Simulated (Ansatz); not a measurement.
**Two runs on HfN**

System: HfN (4 atoms in the cell).
Method of run A: DFT PBEsol, scalar-relativistic, plane waves, PAW, no spin polarisation (Ansatz 0.2.0).

The structure derives from a Materials Project entry. Text and figures count atoms from 1; the logs count them from 0 in places.

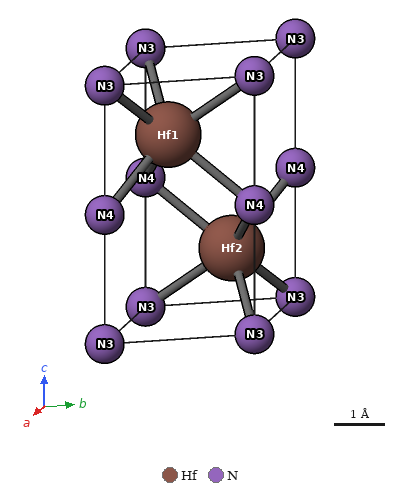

Figure 1. The input geometry (ball-and-stick view of the cell of the calculation, seen slightly off an axis; atoms are numbered from 1 in the order of the input). An atom can appear more than once, as a periodic image.

**Input file, run A**
```yaml
crystal:
  lattice:
    - [3.1277073043, 0.0, 0.0]
    - [-1.5638536522, 2.7086739812, 0.0]
    - [0.0, 0.0, 5.3909359289]
  atoms:
    - { symbol: Hf, position: [0.6666666667, 0.3333333333, 0.75] }
    - { symbol: Hf, position: [0.3333333333, 0.6666666667, 0.25] }
    - { symbol: "N", position: [0.0, 0.0, 0.0] }
    - { symbol: "N", position: [0.0, 0.0, 0.5] }
basis:
  ecutwfc: 420
kpoints:
  mp_grid: { grid: [18, 18, 10] }
hamiltonian:
  xc: pbesol
scf:
  occupations: { method: gaussian, width: 0.1 }
output:
  forces: true
  stress: true
  eigenvalues: true
```

Command:
```bash
ansatz run input.yaml --threads 1 --pin off --max-ram 2560MiB --backend cpu --events-out ev --progress --plain --runs-dir out
```

Hardware: 1 thread of Intel Xeon @ 2.50GHz (Skylake/Cascade Lake), 32 GiB of memory available, shared host.

**Output, shortened to warnings, some set-up lines, iterations and results (run A)**
```
Basis set: ecut = 420 eV, 895 PW (Γ), exchange–correlation on 48×48×80 points (8 copies of the dense FFT grid, shifted against one another)
Symmetry: 24 space group operations
k-points: 222 of 3240
Initial density: superposition of atomic densities (neutral atoms: chi_scale 0, normalization atom), corrected by the library's trained network
[...]
SCF iter   1: F=—  HF=-31960.407394 eV  |F-HF|=—  |Δ(HF+E_count)|=         —  Δρ=8.53e-3  dr2=2.66e-2  ethr=1.77e-3  ⟨swp⟩=5.1  Hψ=27067  notcnv=0  defer=49
SCF iter   2: F=—  HF=-31960.401832 eV  |F-HF|=—  |Δ(HF+E_count)|=   5.56e-3  Δρ=3.27e-3  dr2=3.18e-3  ethr=4.29e-5  ⟨swp⟩=2.0  Hψ=11535  notcnv=0  defer=105
SCF iter   3: F=—  HF=-31960.401497 eV  |F-HF|=—  |Δ(HF+E_count)|=   3.35e-4  Δρ=1.22e-3  dr2=5.54e-4  ethr=5.13e-6  ⟨swp⟩=2.0  Hψ=12490  notcnv=0  defer=105
SCF iter   4: F=—  HF=-31960.401406 eV  |F-HF|=—  |Δ(HF+E_count)|=   9.11e-5  Δρ=2.58e-4  dr2=3.05e-5  ethr=8.94e-7  ⟨swp⟩=2.0  Hψ=14912  notcnv=0  defer=105
SCF iter   5: F=—  HF=-31960.401396 eV  |F-HF|=—  |Δ(HF+E_count)|=   1.01e-5  Δρ=3.29e-5  dr2=3.46e-7  ethr=4.93e-8  ⟨swp⟩=2.0  Hψ=13305  notcnv=0  defer=105
SCF iter   6: F=—  HF=-31960.401396 eV  |F-HF|=—  |Δ(HF+E_count)|=   1.43e-7  Δρ=3.25e-5  dr2=3.30e-7  ethr=1.61e-10  ⟨swp⟩=10.2  Hψ=47795  notcnv=0
SCF iter   7: F=-31960.401395 eV  HF=-31960.401395 eV  |F-HF|=2.06e-8  |Δ(HF+E_count)|=   1.53e-7  Δρ=1.09e-5  dr2=4.28e-8  ethr=1.61e-10  ⟨swp⟩=3.9  Hψ=39371  notcnv=0
SCF 1 converged in 7 iterations: F = -31960.401395 eV  dr2 = 4.28e-8
SCF converged after 7 iterations
Free energy (F): -31960.401395 eV
Harris-Foulkes:  -31960.401395 eV  (|F-HF|=2.06e-8)
Internal energy: -31960.398198 eV  (E = F + TS)
E sigma→0 (E₀):  -31960.399797 eV
Entropy (-TS):   -0.003197 eV (-0.799 meV/atom)
Fermi energy:    23.495662 eV
--- Per-component energies (eV) ---
  E_band       = 369.420858
  E_kinetic    = 1114.446340
  E_local      = -9400.947941  (includes V_loc(G=0)·N_el)
  E_nonlocal   = -2385.102594
  E_hartree    = 4464.277551
  E_xc         = -718.025922
  E_vxc        = -689.016148  (∫ρ·V_xc dr)
  E_paw        = -13859.489322  (= ΣΔE_a)
  E_vpaw       = 2801.501731  (= ΣTr[D̂ρ^β])
  E_aug_tail   = 0.000187  (compensation charges beyond the density's cutoff)
  E_ewald      = -11178.114877
  E_core_change = 2.558381  (= ΣΔE_core)
  E_smearing   = -0.003197  (= −TS)
  E_closure    = -0.000000  (closes the sum)
  Σ components = -31960.401395   (vs F -31960.401395, Δ=0.00e0)
--- Forces (eV/Å), atoms counted from 1 ---
  atom   1  Hf     0.00000000    -0.00000000     0.00000000
  atom   2  Hf    -0.00000000     0.00000000     0.00000000
  atom   3  N     -0.00000000     0.00000000     0.00000000
  atom   4  N      0.00000000     0.00000000    -0.00000000
  max |Σ_I F_I| component: 4.63e-17 eV/Å
--- Stress (GPa, compression-positive) ---
       -0.129754       0.000000       0.000000
        0.000000      -0.129754       0.000000
        0.000000       0.000000       0.104854
  P = ⅓ Tr σ = -0.0516 GPa (-0.516 kbar)
```

The input of run B differs as follows (lines with − go, lines with + come):
```diff
-    - [3.1277073043, 0.0, 0.0]
-    - [-1.5638536522, 2.7086739812, 0.0]
-    - [0.0, 0.0, 5.3909359289]
+    - [3.1339080219, 0.0, 0.0]
+    - [-1.566954011, 2.7140439601, 0.0]
+    - [0.0, 0.0, 5.41676772]
-    - { symbol: Hf, position: [0.6666666667, 0.3333333333, 0.75] }
-    - { symbol: Hf, position: [0.3333333333, 0.6666666667, 0.25] }
+    - { symbol: Hf, position: [0.66666667, 0.33333333, 0.75] }
+    - { symbol: Hf, position: [0.33333333, 0.66666667, 0.25] }
-  mp_grid: { grid: [18, 18, 10] }
+  mp_grid: { grid: [6, 6, 4] }
```

Predict how the results change.

With the same functional and potentials, run B lies 4.8 meV per atom higher (other lines of the input change too). The pressure goes from −0.05 to −2.29 GPa. The volume per atom goes from 11.42 to 11.52 Å³. The SCF takes 6 iterations against 7. The irreducible k-points go from 222 to 21. On the same kind of shared host run B took about 0.098 times as long.

**Output, shortened to warnings, some set-up lines, iterations and results (run B)**
```
Basis set: ecut = 420 eV, 895 PW (Γ), exchange–correlation on 48×48×80 points (8 copies of the dense FFT grid, shifted against one another)
Symmetry: 24 space group operations
k-points: 21 of 144
Initial density: superposition of atomic densities (neutral atoms: chi_scale 0, normalization atom), corrected by the library's trained network
[...]
SCF iter   1: F=—  HF=-31960.388205 eV  |F-HF|=—  |Δ(HF+E_count)|=         —  Δρ=8.50e-3  dr2=2.56e-2  ethr=1.77e-3  ⟨swp⟩=5.1  Hψ=2533  notcnv=0  defer=7
SCF iter   2: F=—  HF=-31960.383223 eV  |F-HF|=—  |Δ(HF+E_count)|=   4.98e-3  Δρ=3.89e-3  dr2=5.15e-3  ethr=4.14e-5  ⟨swp⟩=2.0  Hψ=1078  notcnv=0  defer=13
SCF iter   3: F=—  HF=-31960.382312 eV  |F-HF|=—  |Δ(HF+E_count)|=   9.11e-4  Δρ=6.99e-4  dr2=1.75e-4  ethr=8.31e-6  ⟨swp⟩=2.0  Hψ=1239  notcnv=0  defer=6
SCF iter   4: F=—  HF=-31960.382271 eV  |F-HF|=—  |Δ(HF+E_count)|=   4.06e-5  Δρ=3.22e-4  dr2=4.46e-5  ethr=2.82e-7  ⟨swp⟩=2.1  Hψ=1356  notcnv=0  defer=6
SCF iter   5: F=—  HF=-31960.382254 eV  |F-HF|=—  |Δ(HF+E_count)|=   1.72e-5  Δρ=1.04e-4  dr2=4.37e-6  ethr=7.20e-8  ⟨swp⟩=2.0  Hψ=1406  notcnv=0  defer=6
SCF iter   6: F=-31960.382252 eV  HF=-31960.382252 eV  |F-HF|=5.99e-8  |Δ(HF+E_count)|=   2.01e-6  Δρ=1.33e-5  dr2=8.66e-8  ethr=1.61e-10  ⟨swp⟩=7.6  Hψ=4314  notcnv=0
SCF 1 converged in 6 iterations: F = -31960.382252 eV  dr2 = 8.66e-8
SCF converged after 6 iterations
Free energy (F): -31960.382252 eV
Harris-Foulkes:  -31960.382252 eV  (|F-HF|=5.99e-8)
Internal energy: -31960.372550 eV  (E = F + TS)
E sigma→0 (E₀):  -31960.377401 eV
Entropy (-TS):   -0.009702 eV (-2.426 meV/atom)
Fermi energy:    23.131035 eV
--- Per-component energies (eV) ---
  E_band       = 355.280845
  E_kinetic    = 1112.971298
  E_local      = -9450.739489  (includes V_loc(G=0)·N_el)
  E_nonlocal   = -2385.310156
  E_hartree    = 4482.257237
  E_xc         = -717.553005
  E_vxc        = -688.395965  (∫ρ·V_xc dr)
  E_paw        = -13859.130982  (= ΣΔE_a)
  E_vpaw       = 2802.234265  (= ΣTr[D̂ρ^β])
  E_aug_tail   = 0.000187  (compensation charges beyond the density's cutoff)
  E_ewald      = -11145.426019
  E_core_change = 2.558381  (= ΣΔE_core)
  E_smearing   = -0.009702  (= −TS)
  E_closure    = -0.000000  (closes the sum)
  Σ components = -31960.382252   (vs F -31960.382252, Δ=0.00e0)
--- Forces (eV/Å), atoms counted from 1 ---
  atom   1  Hf    -0.00000000    -0.00000000     0.00000000
  atom   2  Hf     0.00000000     0.00000000     0.00000000
  atom   3  N      0.00000000     0.00000000     0.00000000
  atom   4  N      0.00000000     0.00000000    -0.00000000
  max |Σ_I F_I| component: 2.78e-17 eV/Å
--- Stress (GPa, compression-positive) ---
       -2.507632       0.000000       0.000000
        0.000000      -2.507632       0.000000
        0.000000       0.000000      -1.847779
  P = ⅓ Tr σ = -2.2877 GPa (-22.877 kbar)
```

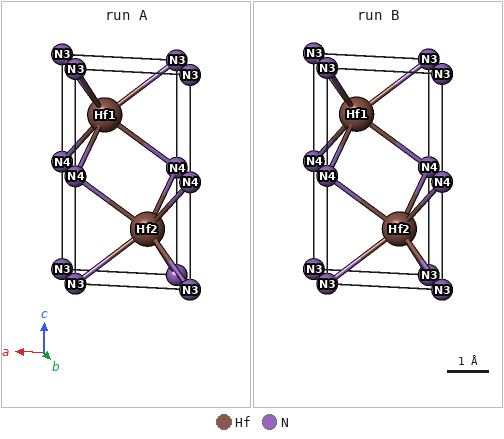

Figure 2. The two input geometries at one scale (ball-and-stick view of the cell of the calculation, seen at an oblique angle). No atom moves by more than 0.005 Å relative to the cell. Cell: a = b 3.128 → 3.134 Å (+0.2 %), c 5.391 → 5.417 Å (+0.5 %). Volume +0.9 %. Among the contacts that change: Hf1–N3 2.253 → 2.260 Å, Hf1–Hf1 3.128 → 3.134 Å.

**The two runs side by side**

| quantity | run A | run B |
| --- | --- | --- |
| outcome | converged | converged |
| free energy per atom (eV) | −7990.1003 | −7990.0956 |
| energy per atom, smearing taken to zero (eV) | −7990.0999 | −7990.0944 |
| gap on the mesh (eV) | 0.00 | 0.00 |
| pressure (GPa) | −0.05 | −2.29 |
| volume per atom (Å³) | 11.42 | 11.52 |
| largest force (eV/Å) | 0.000 | 0.000 |
| SCF iterations | 7 | 6 |
| irreducible k-points | 222 | 21 |
| plane waves at Γ | 895 | 895 |
| wall time (shared host) | 27 s | 2.7 s |

For both runs: Spin–orbit coupling is left out, which matters for Hf.
